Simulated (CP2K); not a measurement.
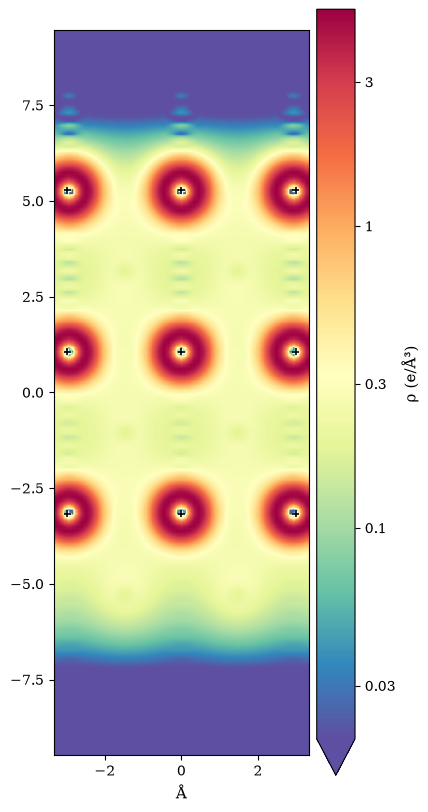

The valence charge density (pseudo) on a plane through atoms (crosses mark nuclei in the plane).

Theory: CP2K 2026.2, Kohn-Sham DFT of a periodic cell, PBE, GTH-PBE with UZH-TZVP basis.

Candidates:
A. Ta (slab), a = 2.98 Å, b = 2.98 Å, c = 25.55 Å, α = 90.00°, β = 90.00°, γ = 90.00°. Not relaxed (largest force 0.9 eV/Å).
B. ZrSe2 (slab), a = 3.80 Å, b = 3.80 Å, c = 24.29 Å, α = 90.00°, β = 90.00°, γ = 120.00°. Not relaxed (largest force 0.5 eV/Å).
C. BN (slab), a = 2.50 Å, b = 2.50 Å, c = 25.12 Å, α = 90.00°, β = 90.00°, γ = 120.00°. 

### Which system is this?

Candidate A: Ta on the (100) plane of the calculation cell, a cut from vacuum to vacuum, which holds Ta. Ta–Ta (2.98 Å): ρ is about 0.28 e/Å³ halfway.
